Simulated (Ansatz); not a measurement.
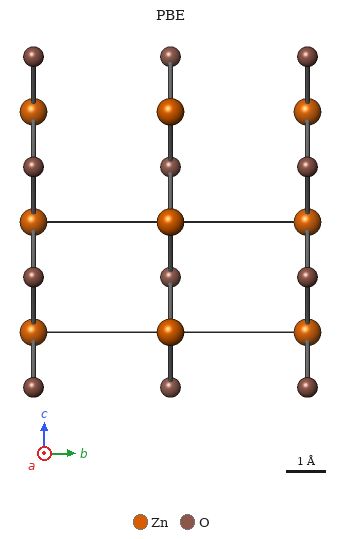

Solid ZnO (a generated structure, set up in Cmmm), relaxed (cell and atoms) with several functionals. The picture shows the result with PBE. A ball-and-stick model of the conventional cell (2 times the calculation's cell), repeated 1 × 1 × 2 with one cell outlined, seen along the a axis. Lengths and directions refer to the drawn axes.

Computed with Ansatz 0.2.0: Ansatz PAW. (plane-wave cutoff 420 eV; k-point mesh 10 × 10 × 9; occupations fermi-dirac; smearing width 0.05 eV; no spin polarisation; cell and atoms relaxed; force threshold 0.01 eV/Å)

```json
{"functional": "PBE", "volume (Å³/atom)": "14.349", "a (Å)": "2.866", "b (Å)": "7.054", "c (Å)": "2.838"}
{"functional": "LDA", "volume (Å³/atom)": "11.217", "a (Å)": "2.837", "b (Å)": "5.747", "c (Å)": "2.752"}
{"functional": "r2SCAN", "volume (Å³/atom)": "12.116", "a (Å)": "2.858", "b (Å)": "6.078", "c (Å)": "2.790"}
{"functional": "PBEsol", "volume (Å³/atom)": "?", "a (Å)": "?", "b (Å)": "?", "c (Å)": "?"}
```

Question: One row is withheld. What does the calculation give there?

Answer: With PBEsol the volume falls between LDA (11.217) and r2SCAN (12.116). The calculation gives 12.044 Å³/atom (a = 2.858 Å, b = 6.044 Å, c = 2.789 Å). In order of volume: LDA < PBEsol < r2SCAN < PBE; the spread is 27.9 %.
